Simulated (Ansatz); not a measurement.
# SiC4: from a guess to a relaxed structure, part 2 of 3

Aim: relax a trial structure of SiC4 and see where it ends.

Ansatz 0.2.0; DFT PBE, scalar-relativistic, plane waves, PAW.

### Step 3. Coarse relaxation

Input file input.yaml:

```yaml
crystal:
  lattice:
    - [-2.53266906, 2.53266906, 2.53266906]
    - [2.53266906, -2.53266906, 2.53266906]
    - [2.53266906, 2.53266906, -2.53266906]
  atoms:
    - { symbol: Si, position: [0.0, 0.0, 0.0] }
    - { symbol: C, position: [0.0, 0.0, 0.5] }
    - { symbol: C, position: [0.0, 0.5, 0.0] }
    - { symbol: C, position: [0.5, 0.0, 0.0] }
    - { symbol: C, position: [0.5, 0.5, 0.5] }
basis:
  ecutwfc: 420
kpoints:
  mp_grid: { grid: [6, 6, 6] }
hamiltonian:
  xc: pbe
scf:
  occupations: { method: gaussian, width: 0.1 }
  lower_state_search: "off"
output:
  forces: true
  stress: true
  eigenvalues: true
relax:
  adjacent_minimum: "off"
  f_tol: 0.04
  max_steps: 70
  cell: { stress_tol: 0.4 }
```

Launch:

```bash
> ansatz run input.yaml --threads 1 --pin off --max-ram 2048MiB --backend cpu --events-out ev --progress --plain --runs-dir out
```

Output:

```text
Warning: RAYON_NUM_THREADS=1 ignored (pool sized by the plan → 1); use --threads N
Engine: ansatz 0.2.0, x86_64-unknown-linux-gnu
Pseudopotentials: kind: paw
Pseudopotential: Si, paw, valence charge 4, recommended cutoff 420 eV (normal), Si.paw.azcp
Pseudopotential: C, paw, valence charge 4, recommended cutoff 420 eV (normal), C.paw.azcp
Functional definition: PBE
  parameter kappa = 0.804
  parameter beta = 0.06672455060314922
  exchange = pbe_x(kappa = kappa, mu = beta*pi^2/3)
  correlation = pbe_c(beta = beta)
Crystal: 5 atoms, lattice volume = 64.982 Å³
Basis set: ecut = 420 eV, 1253 PW (Γ), exchange–correlation on 60×60×60 points (8 copies of the dense FFT grid, shifted against one another)
Bands: 15, of which v1, the nominal top of the filled ones, is band 10 counted from 1 (9 counted from 0)
Symmetry: 48 space group operations
Space group: Im-3m (ITA 229), of the structure as read, at distance tolerance 4.0e-5 Å
k-points: 16 of 216
Non-local potential: Si, projectors of the file, l = 0: 2, l = 1: 2, l = 2: 2
Non-local potential: C, projectors of the file, l = 0: 2, l = 1: 2, l = 2: 1
PAW form: soft (Blöchl's): semilocal exchange-correlation on the pseudo side does not see the compensation charge
PAW one-centre angular grid: Si, 110 points (default); XC on 64 Gauss nodes
PAW one-centre angular grid: C, 110 points (default); XC on 64 Gauss nodes
Initial density: superposition of atomic densities (neutral atoms: chi_scale 0, normalization atom), corrected by the library's trained network
Initial wavefunctions: pseudopotential atomic-orbital guess
Functional: x = pbe(κ = 0.804, μ = 0.2195149727645171), c = pbe(β = 0.06672455060314922)
SCF iter   1: F=—  HF=-1622.589768 eV  |F-HF|=—  |Δ(HF+E_count)|=         —  Δρ=1.97e-3  dr2=2.39e-3  ethr=1.77e-3  ⟨swp⟩=5.1  Hψ=1266  notcnv=0
preconditioner: auto → Kerker (q_TF=auto, 2.242 Å⁻¹)  [metal: Δε(μ)=0.089 eV  Ē_g=7.475 eV  σ=0.100 eV  W_gap=0.42  n_scr=12 (ndim 8)  ℏωp=20.6 eV  f_vac=0.000  D(μ)=2.29/eV (n_scr^D=18)]
SCF iter   2: F=—  HF=-1622.590895 eV  |F-HF|=—  |Δ(HF+E_count)|=   1.13e-3  Δρ=1.25e-3  dr2=1.15e-3  ethr=1.20e-5  ⟨swp⟩=2.1  Hψ=464  notcnv=0
SCF iter   3: F=—  HF=-1622.591220 eV  |F-HF|=—  |Δ(HF+E_count)|=   3.26e-4  Δρ=3.93e-4  dr2=9.13e-5  ethr=5.77e-6  ⟨swp⟩=2.1  Hψ=381  notcnv=0
SCF iter   4: F=—  HF=-1622.591197 eV  |F-HF|=—  |Δ(HF+E_count)|=   2.33e-5  Δρ=6.75e-5  dr2=1.95e-6  ethr=4.56e-7  ⟨swp⟩=3.0  Hψ=419  notcnv=0
SCF iter   5: F=—  HF=-1622.591199 eV  |F-HF|=—  |Δ(HF+E_count)|=   2.03e-6  Δρ=1.34e-5  dr2=1.97e-7  ethr=9.74e-9  ⟨swp⟩=2.4  Hψ=405  notcnv=0
SCF iter   6: F=-1622.591199 eV  HF=-1622.591199 eV  |F-HF|=2.15e-8  |Δ(HF+E_count)|=   9.95e-8  Δρ=5.45e-6  dr2=3.55e-8  ethr=5.00e-10  ⟨swp⟩=5.6  Hψ=885  notcnv=0
SCF 1 converged in 6 iterations: F = -1622.591199 eV  dr2 = 3.55e-8
relax step   1: F+E_penalty+E_count = -1622.59119886 eV  Δ(F+E_penalty+E_count) = +0.000e0 eV  max|allowed force component| = 1.062e-30 eV/Å  Δτ_max = 0.0000 Å  P = -32.693 GPa  Ω = 64.982 Å³  (6 SCF iters, dr2 threshold 1.00e-7 eV, accepted)
Crystal: 5 atoms, lattice volume = 55.934 Å³
Basis set: ecut = 420 eV, 1061 PW (Γ), exchange–correlation on 60×60×60 points (8 copies of the dense FFT grid, shifted against one another)
Initial density: handed on by an earlier stage of this run
Initial wavefunctions: those handed on with the density
iter 1 solved again at ethr=3.91e-4 eV; its pass at ethr=3.10e-3 eV (dr2=7.81e-2 eV) is discarded
SCF iter   1: F=—  HF=-1624.419462 eV  |F-HF|=—  |Δ(HF+E_count)|=         —  Δρ=1.21e-2  dr2=7.93e-2  ethr=3.91e-4  ⟨swp⟩=1.0  Hψ=1867  notcnv=0
preconditioner: auto → Kerker (q_TF=auto, 2.299 Å⁻¹)  [metal: Δε(μ)=0.129 eV  Ē_g=8.288 eV  σ=0.100 eV  W_gap=0.47  n_scr=12 (ndim 8)  ℏωp=22.2 eV  f_vac=0.000  D(μ)=1.67/eV (n_scr^D=12)]
SCF iter   2: F=—  HF=-1624.401724 eV  |F-HF|=—  |Δ(HF+E_count)|=   1.77e-2  Δρ=6.80e-3  dr2=2.99e-2  ethr=3.91e-4  ⟨swp⟩=1.0  Hψ=240  notcnv=0
preconditioner: auto → none  [insulator: Δε(μ)=0.122 eV  Ē_g=8.290 eV  σ=0.100 eV  W_gap=0.53  n_scr=12 (ndim 8)  ℏωp=22.2 eV  f_vac=0.000  D(μ)=1.77/eV (n_scr^D=12)  ε∞_Penn≈8.2]
SCF iter   3: F=—  HF=-1624.392744 eV  |F-HF|=—  |Δ(HF+E_count)|=   8.98e-3  Δρ=1.06e-3  dr2=5.19e-4  ethr=1.49e-4  ⟨swp⟩=2.4  Hψ=410  notcnv=0
SCF iter   4: F=—  HF=-1624.392887 eV  |F-HF|=—  |Δ(HF+E_count)|=   1.43e-4  Δρ=3.35e-4  dr2=7.20e-5  ethr=2.60e-6  ⟨swp⟩=2.0  Hψ=388  notcnv=0
SCF iter   5: F=—  HF=-1624.392911 eV  |F-HF|=—  |Δ(HF+E_count)|=   2.45e-5  Δρ=2.08e-5  dr2=1.17e-7  ethr=3.60e-7  ⟨swp⟩=2.0  Hψ=381  notcnv=0
SCF iter   6: F=-1624.392912 eV  HF=-1624.392912 eV  |F-HF|=8.38e-9  |Δ(HF+E_count)|=   1.13e-7  Δρ=3.47e-6  dr2=4.54e-9  ethr=5.84e-10  ⟨swp⟩=2.2  Hψ=916  notcnv=0
SCF 2 converged in 6 iterations: F = -1624.392912 eV  dr2 = 4.54e-9
relax step   2: F+E_penalty+E_count = -1624.39291156 eV  Δ(F+E_penalty+E_count) = -1.802e0 eV  max|allowed force component| = 1.620e-30 eV/Å  Δτ_max = 0.0000 Å  P = -28.884 GPa  Ω = 55.934 Å³  energy of the carried Pulay correction = +1.414e-2 eV  (6 SCF iters, dr2 threshold 5.00e-7 eV, accepted)
Crystal: 5 atoms, lattice volume = 47.768 Å³
Basis set: ecut = 420 eV, 959 PW (Γ), exchange–correlation on 60×60×60 points (8 copies of the dense FFT grid, shifted against one another)
iter 1 solved again at ethr=6.13e-4 eV; its pass at ethr=3.10e-3 eV (dr2=1.23e-1 eV) is discarded
SCF iter   1: F=—  HF=-1625.654213 eV  |F-HF|=—  |Δ(HF+E_count)|=         —  Δρ=1.54e-2  dr2=1.25e-1  ethr=6.13e-4  ⟨swp⟩=1.1  Hψ=1862  notcnv=0
preconditioner: auto → Kerker (q_TF=auto, 2.360 Å⁻¹)  [metal: Δε(μ)=0.056 eV  Ē_g=9.265 eV  σ=0.100 eV  W_gap=0.31  n_scr=12 (ndim 8)  ℏωp=24.0 eV  f_vac=0.000  D(μ)=1.68/eV (n_scr^D=12)]
SCF iter   2: F=—  HF=-1625.624123 eV  |F-HF|=—  |Δ(HF+E_count)|=   3.01e-2  Δρ=8.97e-3  dr2=5.00e-2  ethr=6.13e-4  ⟨swp⟩=1.0  Hψ=240  notcnv=0
SCF iter   3: F=—  HF=-1625.606346 eV  |F-HF|=—  |Δ(HF+E_count)|=   1.78e-2  Δρ=1.79e-3  dr2=1.33e-3  ethr=2.50e-4  ⟨swp⟩=2.7  Hψ=419  notcnv=0
SCF iter   4: F=—  HF=-1625.607054 eV  |F-HF|=—  |Δ(HF+E_count)|=   7.07e-4  Δρ=2.17e-4  dr2=1.09e-5  ethr=6.65e-6  ⟨swp⟩=2.8  Hψ=422  notcnv=0
SCF iter   5: F=—  HF=-1625.607102 eV  |F-HF|=—  |Δ(HF+E_count)|=   4.86e-5  Δρ=5.67e-5  dr2=8.56e-7  ethr=5.46e-8  ⟨swp⟩=2.1  Hψ=398  notcnv=0
SCF iter   6: F=-1625.607106 eV  HF=-1625.607106 eV  |F-HF|=6.10e-8  |Δ(HF+E_count)|=   3.27e-6  Δρ=7.32e-6  dr2=1.62e-8  ethr=2.50e-9  ⟨swp⟩=5.4  Hψ=1192  notcnv=0
SCF 3 converged in 6 iterations: F = -1625.607106 eV  dr2 = 1.62e-8
relax step   3: F+E_penalty+E_count = -1625.60710577 eV  Δ(F+E_penalty+E_count) = -1.214e0 eV  max|allowed force component| = 2.735e-30 eV/Å  Δτ_max = 0.0000 Å  P = -15.622 GPa  Ω = 47.768 Å³  energy of the carried Pulay correction = +2.885e-2 eV  (6 SCF iters, dr2 threshold 5.00e-7 eV, accepted)
Crystal: 5 atoms, lattice volume = 40.794 Å³
Basis set: ecut = 420 eV, 791 PW (Γ), exchange–correlation on 60×60×60 points (8 copies of the dense FFT grid, shifted against one another)
iter 1 solved again at ethr=6.13e-4 eV; its pass at ethr=3.10e-3 eV (dr2=1.23e-1 eV) is discarded
SCF iter   1: F=—  HF=-1625.931197 eV  |F-HF|=—  |Δ(HF+E_count)|=         —  Δρ=1.57e-2  dr2=1.25e-1  ethr=6.13e-4  ⟨swp⟩=1.0  Hψ=1827  notcnv=0
preconditioner: auto → none  [insulator: Δε(μ)=0.147 eV  Ē_g=10.431 eV  σ=0.100 eV  W_gap=0.64  n_scr=12 (ndim 8)  ℏωp=26.0 eV  f_vac=0.000  D(μ)=1.51/eV (n_scr^D=12)  ε∞_Penn≈7.2]
SCF iter   2: F=—  HF=-1625.887813 eV  |F-HF|=—  |Δ(HF+E_count)|=   4.34e-2  Δρ=5.45e-3  dr2=1.23e-2  ethr=6.13e-4  ⟨swp⟩=2.8  Hψ=470  notcnv=0
SCF iter   3: F=—  HF=-1625.885374 eV  |F-HF|=—  |Δ(HF+E_count)|=   2.44e-3  Δρ=1.14e-3  dr2=3.05e-4  ethr=6.13e-5  ⟨swp⟩=2.0  Hψ=402  notcnv=0
SCF iter   4: F=—  HF=-1625.885558 eV  |F-HF|=—  |Δ(HF+E_count)|=   1.84e-4  Δρ=2.70e-4  dr2=1.30e-5  ethr=1.52e-6  ⟨swp⟩=2.3  Hψ=406  notcnv=0
iter 5 did not close the SCF: its close was put off for the readings that it lacked (scf_convergence_deferred on its scf_iter line)
SCF iter   5: F=-1625.885571 eV  HF=-1625.885571 eV  |F-HF|=4.38e-8  |Δ(HF+E_count)|=   1.33e-5  Δρ=1.25e-5  dr2=3.40e-8  ethr=6.49e-8  ⟨swp⟩=2.1  Hψ=377  notcnv=0
SCF iter   6: F=-1625.885571 eV  HF=-1625.885571 eV  |F-HF|=1.93e-10  |Δ(HF+E_count)|=   5.83e-8  Δρ=9.27e-7  dr2=1.59e-10  ethr=1.70e-10  ⟨swp⟩=1.9  Hψ=834  notcnv=0
the search or the solves at the SCF's close seem to have found levels that the self-consistency loop had missed (the run counts 1). By its estimate they hold under 1e-12 electrons; where the run keeps them, the occupations were computed again with them
SCF 4 converged in 6 iterations: F = -1625.885571 eV  dr2 = 1.59e-10
relax step   4: F+E_penalty+E_count = -1625.88557124 eV  Δ(F+E_penalty+E_count) = -2.785e-1 eV  max|allowed force component| = 1.906e-30 eV/Å  Δτ_max = 0.0000 Å  P = +5.958 GPa  Ω = 40.794 Å³  energy of the carried Pulay correction = +4.322e-2 eV  (6 SCF iters, dr2 threshold 5.00e-7 eV, accepted)
Crystal: 5 atoms, lattice volume = 42.474 Å³
iter 1 solved again at ethr=5.75e-5 eV; its pass at ethr=3.10e-3 eV (dr2=1.15e-2 eV) is discarded
SCF iter   1: F=—  HF=-1625.911440 eV  |F-HF|=—  |Δ(HF+E_count)|=         —  Δρ=4.66e-3  dr2=1.14e-2  ethr=5.75e-5  ⟨swp⟩=1.0  Hψ=1681  notcnv=0
preconditioner: auto → none  [insulator: Δε(μ)=0.155 eV  Ē_g=10.114 eV  σ=0.100 eV  W_gap=0.71  n_scr=12 (ndim 8)  ℏωp=25.5 eV  f_vac=0.000  D(μ)=1.72/eV (n_scr^D=12)  ε∞_Penn≈7.3]
SCF iter   2: F=—  HF=-1625.907774 eV  |F-HF|=—  |Δ(HF+E_count)|=   3.67e-3  Δρ=1.60e-3  dr2=1.16e-3  ethr=5.72e-5  ⟨swp⟩=2.0  Hψ=395  notcnv=0
SCF iter   3: F=—  HF=-1625.907573 eV  |F-HF|=—  |Δ(HF+E_count)|=   2.01e-4  Δρ=3.21e-4  dr2=2.59e-5  ethr=5.82e-6  ⟨swp⟩=2.2  Hψ=405  notcnv=0
SCF iter   4: F=—  HF=-1625.907589 eV  |F-HF|=—  |Δ(HF+E_count)|=   1.61e-5  Δρ=9.08e-5  dr2=1.72e-6  ethr=1.29e-7  ⟨swp⟩=2.6  Hψ=388  notcnv=0
iter 5 did not close the SCF: its close was put off for the readings that it lacked (scf_convergence_deferred on its scf_iter line)
SCF iter   5: F=-1625.907591 eV  HF=-1625.907591 eV  |F-HF|=6.79e-9  |Δ(HF+E_count)|=   1.65e-6  Δρ=4.58e-6  dr2=4.93e-9  ethr=8.61e-9  ⟨swp⟩=2.1  Hψ=379  notcnv=0
SCF iter   6: F=-1625.907591 eV  HF=-1625.907591 eV  |F-HF|=2.23e-11  |Δ(HF+E_count)|=   9.49e-9  Δρ=3.53e-7  dr2=2.58e-11  ethr=2.46e-11  ⟨swp⟩=1.2  Hψ=729  notcnv=0
the search or the solves at the SCF's close seem to have found levels that the self-consistency loop had missed (the run counts 1). By its estimate they hold under 1e-12 electrons; where the run keeps them, the occupations were computed again with them
SCF 5 converged in 6 iterations: F = -1625.907591 eV  dr2 = 2.58e-11
relax step   5: F+E_penalty+E_count = -1625.90759057 eV  Δ(F+E_penalty+E_count) = -2.202e-2 eV  max|allowed force component| = 1.131e-29 eV/Å  Δτ_max = 0.0000 Å  P = -1.011 GPa  Ω = 42.474 Å³  energy of the carried Pulay correction = +3.959e-2 eV  (6 SCF iters, dr2 threshold 5.00e-7 eV, accepted)
Crystal: 5 atoms, lattice volume = 42.206 Å³
iter 1 solved again at ethr=1.36e-6 eV; its pass at ethr=3.10e-3 eV (dr2=2.73e-4 eV) is discarded
SCF iter   1: F=—  HF=-1625.909112 eV  |F-HF|=—  |Δ(HF+E_count)|=         —  Δρ=6.79e-4  dr2=2.53e-4  ethr=1.36e-6  ⟨swp⟩=2.3  Hψ=1571  notcnv=0
preconditioner: auto → none  [insulator: Δε(μ)=0.157 eV  Ē_g=10.163 eV  σ=0.100 eV  W_gap=0.71  n_scr=12 (ndim 8)  ℏωp=25.6 eV  f_vac=0.000  D(μ)=1.70/eV (n_scr^D=12)  ε∞_Penn≈7.3]
SCF iter   2: F=—  HF=-1625.909027 eV  |F-HF|=—  |Δ(HF+E_count)|=   8.44e-5  Δρ=2.34e-4  dr2=2.49e-5  ethr=1.26e-6  ⟨swp⟩=2.1  Hψ=397  notcnv=0
SCF iter   3: F=—  HF=-1625.909023 eV  |F-HF|=—  |Δ(HF+E_count)|=   4.34e-6  Δρ=4.84e-5  dr2=5.98e-7  ethr=1.25e-7  ⟨swp⟩=2.1  Hψ=404  notcnv=0
iter 4 did not close the SCF: its close was put off for the readings that it lacked (scf_convergence_deferred on its scf_iter line)
SCF iter   4: F=-1625.909023 eV  HF=-1625.909023 eV  |F-HF|=3.10e-8  |Δ(HF+E_count)|=   3.75e-7  Δρ=1.31e-5  dr2=3.56e-8  ethr=2.99e-9  ⟨swp⟩=2.6  Hψ=393  notcnv=0
iter 5 did not close the SCF: its close was put off for the readings that it lacked (scf_convergence_deferred on its scf_iter line)
SCF iter   5: F=-1625.909023 eV  HF=-1625.909023 eV  |F-HF|=1.40e-10  |Δ(HF+E_count)|=   3.62e-8  Δρ=6.47e-7  dr2=9.81e-11  ethr=1.78e-10  ⟨swp⟩=2.1  Hψ=376  notcnv=0
SCF iter   6: F=-1625.909023 eV  HF=-1625.909023 eV  |F-HF|=4.55e-13  |Δ(HF+E_count)|=  1.94e-10  Δρ=4.59e-8  dr2=4.14e-13  ethr=1.00e-12  ⟨swp⟩=1.0  Hψ=708  notcnv=0
SCF 6 converged in 6 iterations: F = -1625.909023 eV  dr2 = 4.14e-13
relax step   6: F+E_penalty+E_count = -1625.90902334 eV  Δ(F+E_penalty+E_count) = -1.433e-3 eV  max|allowed force component| = 1.670e-30 eV/Å  Δτ_max = 0.0000 Å  P = -0.002 GPa  Ω = 42.206 Å³  energy of the carried Pulay correction = +4.016e-2 eV  (6 SCF iters, dr2 threshold 5.00e-7 eV, accepted)
Basis set: ecut = 420 eV, 791 PW (Γ), exchange–correlation on 54×54×54 points (8 copies of the dense FFT grid, shifted against one another)
Initial wavefunctions: pseudopotential atomic-orbital guess (no wavefunctions were taken with the density)
iter 1 solved again at ethr=5.71e-7 eV; its pass at ethr=3.10e-3 eV (dr2=1.14e-4 eV) is discarded
SCF iter   1: F=—  HF=-1625.897830 eV  |F-HF|=—  |Δ(HF+E_count)|=         —  Δρ=6.50e-4  dr2=2.43e-5  ethr=5.71e-7  ⟨swp⟩=3.1  Hψ=1951  notcnv=0
preconditioner: auto → none  [insulator: Δε(μ)=0.157 eV  Ē_g=10.164 eV  σ=0.100 eV  W_gap=0.71  n_scr=12 (ndim 8)  ℏωp=25.6 eV  f_vac=0.000  D(μ)=1.68/eV (n_scr^D=12)  ε∞_Penn≈7.3]
SCF iter   2: F=—  HF=-1625.897847 eV  |F-HF|=—  |Δ(HF+E_count)|=   1.75e-5  Δρ=3.23e-4  dr2=5.16e-6  ethr=1.21e-7  ⟨swp⟩=2.0  Hψ=402  notcnv=0
SCF iter   3: F=—  HF=-1625.897870 eV  |F-HF|=—  |Δ(HF+E_count)|=   2.30e-5  Δρ=3.25e-5  dr2=8.56e-8  ethr=2.58e-8  ⟨swp⟩=2.1  Hψ=394  notcnv=0
SCF iter   4: F=—  HF=-1625.897870 eV  |F-HF|=—  |Δ(HF+E_count)|=   8.83e-7  Δρ=3.91e-6  dr2=3.03e-9  ethr=4.28e-10  ⟨swp⟩=2.1  Hψ=404  notcnv=0
iter 5 did not close the SCF: its close was put off for the readings that it lacked (scf_convergence_deferred on its scf_iter line)
SCF iter   5: F=-1625.897870 eV  HF=-1625.897870 eV  |F-HF|=6.71e-11  |Δ(HF+E_count)|=   1.09e-9  Δρ=6.46e-7  dr2=4.54e-11  ethr=1.52e-11  ⟨swp⟩=2.0  Hψ=391  notcnv=0
SCF iter   6: F=-1625.897870 eV  HF=-1625.897870 eV  |F-HF|=4.55e-13  |Δ(HF+E_count)|=  7.19e-11  Δρ=2.77e-8  dr2=8.29e-14  ethr=1.00e-12  ⟨swp⟩=2.0  Hψ=669  notcnv=0
SCF 7 converged in 6 iterations: F = -1625.897870 eV  dr2 = 8.29e-14
relax step   7: F+E_penalty+E_count = -1625.89786960 eV  Δ(F+E_penalty+E_count) = +1.115e-2 eV  max|allowed force component| = 1.591e-30 eV/Å  Δτ_max = 0.0000 Å  P = -0.353 GPa  Ω = 42.206 Å³  stress off target by 3.53e-1 GPa  SCF on the basis re-selected at this cell (its energy is not comparable with the rows above)  (6 SCF iters)
basis re-selected at this cell: Δ(F+E_penalty+E_count) = +1.115e-2 eV, ΔP = -0.350 GPa vs the last step (what re-selecting the basis moved, of the pressure what is left beyond the Pulay correction that the steps carried, after the strain that the cell walked since its last selection, with what the two solves' SCF thresholds leave and, on support functions, any second-order correction that the steps lacked; it is no measure of the basis error at this ecutwfc). The dense FFT grid was sized anew with the basis: this SCF ran on 27×27×27 points, the steps before it on 30×30×30, so part of this shift can come from that change (see relax.cell in the input reference). This SCF's stress stands 3.53e-1 GPa from its target on what of the cell is left free (relax.cell.stress_tol is 4.00e-1 GPa) and its largest allowed force component is 1.59e-30 eV/Å (relax.f_tol is 4.00e-2 eV/Å): within both
SCF converged after 6 iterations
Free energy (F): -1625.897870 eV
Harris-Foulkes:  -1625.897870 eV  (|F-HF|=4.55e-13)
Internal energy: -1625.889449 eV  (E = F + TS)
E sigma→0 (E₀):  -1625.893659 eV
Entropy (-TS):   -0.008421 eV (-1.684 meV/atom)
Fermi energy:    10.303532 eV
--- Per-component energies (eV) ---
  E_band       = 55.632625
  E_kinetic    = 379.964694
  E_local      = -275.545105  (includes V_loc(G=0)·N_el)
  E_nonlocal   = 134.513822
  E_hartree    = 60.549277
  E_xc         = -244.569806
  E_vxc        = -281.406860  (∫ρ·V_xc dr)
  E_paw        = -904.917895  (= ΣΔE_a)
  E_vpaw       = -22.992500  (= ΣTr[D̂ρ^β])
  E_aug_tail   = 0.000018  (compensation charges beyond the density's cutoff)
  E_ewald      = -775.884455
  E_smearing   = -0.008421  (= −TS)
  E_closure    = 0.000000  (closes the sum)
  Σ components = -1625.897870   (vs F -1625.897870, Δ=0.00e0)
--- Forces (eV/Å), atoms counted from 1 ---
  atom   1  Si    -0.00000000    -0.00000000    -0.00000000
  atom   2  C      0.00000000     0.00000000    -0.00000000
  atom   3  C      0.00000000    -0.00000000     0.00000000
  atom   4  C      0.00000000    -0.00000000    -0.00000000
  atom   5  C      0.00000000     0.00000000    -0.00000000
  max |Σ_I F_I| component: 3.62e-30 eV/Å
--- Stress (GPa, compression-positive) ---
       -0.352704      -0.000000       0.000000
       -0.000000      -0.352704       0.000000
        0.000000       0.000000      -0.352704
  P = ⅓ Tr σ = -0.3527 GPa (-3.527 kbar)
--- Band table (eV; the first three rows and the last of 16) ---
  k-point 0: bands = ["-7.9299", "2.3221", "2.3221", "2.3221", "2.3981", "2.3981", "2.3981", "6.1102", "6.1102", "6.1102", "11.5556", "13.6874", "13.6874", "13.6874", "15.5574"]
  k-point 1: bands = ["-7.5900", "0.0729", "0.8195", "1.8560", "2.3901", "3.3884", "4.4438", "6.1762", "6.5158", "7.2029", "12.4329", "12.6456", "12.9050", "13.8962", "14.8919"]
  k-point 2: bands = ["-6.6044", "-2.4290", "-0.1201", "1.1390", "2.4861", "3.2946", "6.6806", "6.9254", "7.5401", "9.4844", "10.2040", "11.2595", "13.0151", "14.4907", "15.0447"]
  k-point 15: bands = ["-2.7494", "-2.6804", "-2.6804", "-2.6804", "2.4084", "2.4084", "7.0098", "7.0098", "7.0098", "7.5986", "14.5839", "14.5839", "14.5839", "16.0853", "16.0853"]
--- Relaxed structure (6 steps of the walk, 6 accepted, 1 SCFs on fresh bases) ---
  F+E_penalty+E_count = -1625.89786960 eV   max|allowed force component| = 1.591e-30 eV/Å   (the final SCF, on the basis selected at the relaxed cell)
  cell:  # Å, volume = 42.2058 Å³
    - [-2.193330030232781, 2.193330030232781, 2.193330030232781]
    - [2.193330030232781, -2.193330030232781, 2.193330030232781]
    - [2.193330030232781, 2.193330030232781, -2.193330030232781]
  atoms:
    - { symbol: Si, position: [-1.3466034694584687e-35, -2.1902109370903943e-35, -1.572357580515537e-35] }
    - { symbol: C, position: [0.0, 0.0, 0.5] }
    - { symbol: C, position: [0.0, 0.5, 0.0] }
    - { symbol: C, position: [0.5, 0.0, 0.0] }
    - { symbol: C, position: [0.5, 0.5, 0.5] }
```

It took 3.6 s on 1 thread of AMD EPYC 9R45 (Zen 5), shared host; peak memory 0.38 GiB.

Step by step:

```csv
step,E - E(step 1) (eV/cell),largest force component (eV/Å),pressure (GPa),volume (Å³)
1,0.0000,0.0000,-32.69,64.98
2,-1.8017,0.0000,-28.88,55.93
3,-3.0159,0.0000,-15.62,47.77
4,-3.2944,0.0000,5.96,40.79
5,-3.3164,0.0000,-1.01,42.47
6,-3.3178,0.0000,0.00,42.21
7,-3.3067,0.0000,-0.35,42.21
```

Step 1 is the start. Step 7 repeats the geometry before it on a plane-wave basis chosen anew for that cell, so its energy need not be comparable with the rows above.

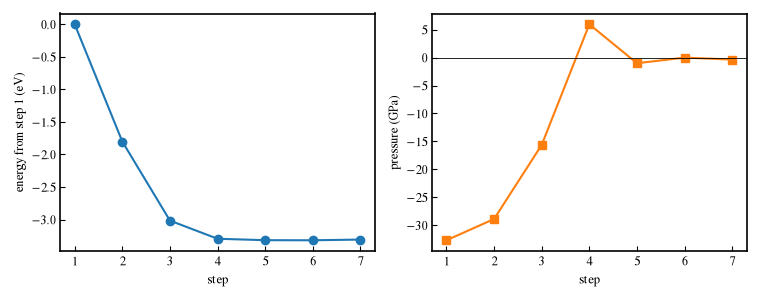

Energy and pressure along the relaxation.

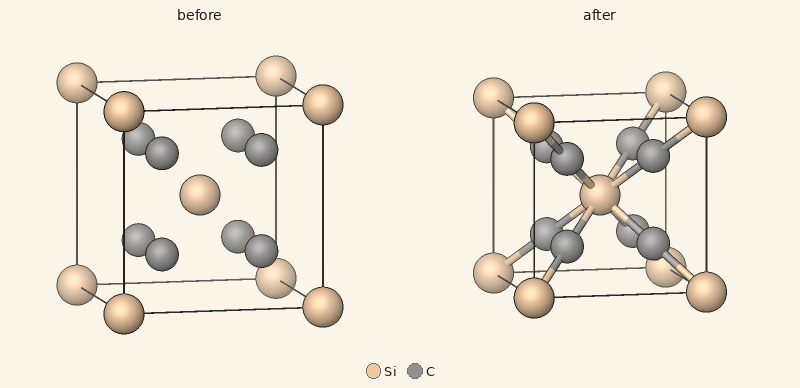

The structure before (left) and after (right) the relaxation, drawn at the same scale.

Lengths and angles in the start's conventional setting:

|  | before | after | change |
| --- | --- | --- | --- |
| a (Å) | 5.065 | 4.387 | -13.4 % |
| b (Å) | 5.065 | 4.387 | -13.4 % |
| c (Å) | 5.065 | 4.387 | -13.4 % |
| volume (Å³/atom) | 13.00 | 8.44 | -35.1 % |
| shortest distance (Å) | 2.193 | 1.899 | -13.4 % |
| space group (0.01 Å) | Im-3m | Im-3m | same |

Forces and stress were held to the start's 48 operations: a distortion of lower symmetry was not tested.

[end of part 2 of 3]
